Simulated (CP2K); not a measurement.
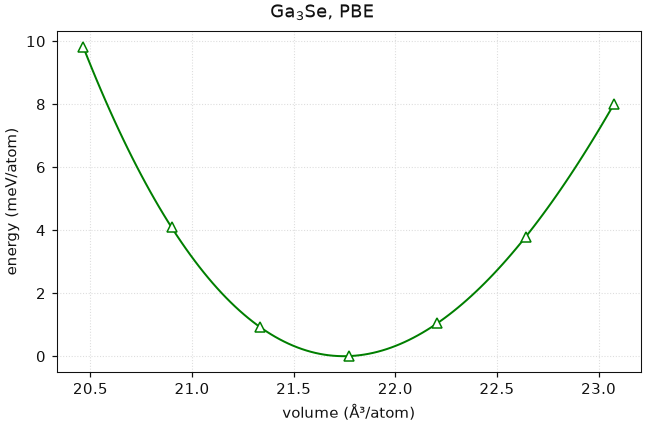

The picture above shows the energy against volume for Ga₃Se, space group Pm-3m (No. 221).

Structure:
```
CELL_PARAMETERS angstrom
4.43246 0.00000 0.00000
0.00000 4.43246 0.00000
0.00000 0.00000 4.43246
ATOMIC_POSITIONS crystal
Se 0.00000 0.00000 0.00000
Ga 0.50000 0.50000 0.00000
Ga 0.50000 0.00000 0.50000
Ga 0.00000 0.50000 0.50000
```

Calculation (CP2K 2026.2): DFT in Gaussian orbitals with a plane-wave density, no spin polarisation; energies at scaled volumes of the given cell, shape and fractions fixed, counted from the fit's minimum, third-order Birch-Murnaghan fit. Level: PBE.

k mesh 6×6×6; occupations Fermi–Dirac; smearing width 0.05 eV; potentials GTH PBE with UZH TZVP basis; density cutoff 6123 eV; program settings ngrids 4, basis sets Se TZVP-MOLOPT-PBE-GTH-q6, basis sets Ga TZVP-MOLOPT-PBE-GTH-q13, cutoff ry 450 Ry, rel cutoff ry 60 Ry.

From this curve and the settings, what does the calculation give for the pressure at the same points?

The pressure falls from 2.63 GPa at volume 20.46 Å³/atom to −1.81 GPa at 23.08 Å³/atom, and changes sign near 21.75 Å³/atom.

| volume (Å³/atom) | pressure (GPa) |
| --- | --- |
| 20.46 | 2.63 |
| 20.90 | 1.62 |
| 21.34 | 0.73 |
| 21.77 | −0.04 |
| 22.21 | −0.71 |
| 22.64 | −1.30 |
| 23.08 | −1.81 |
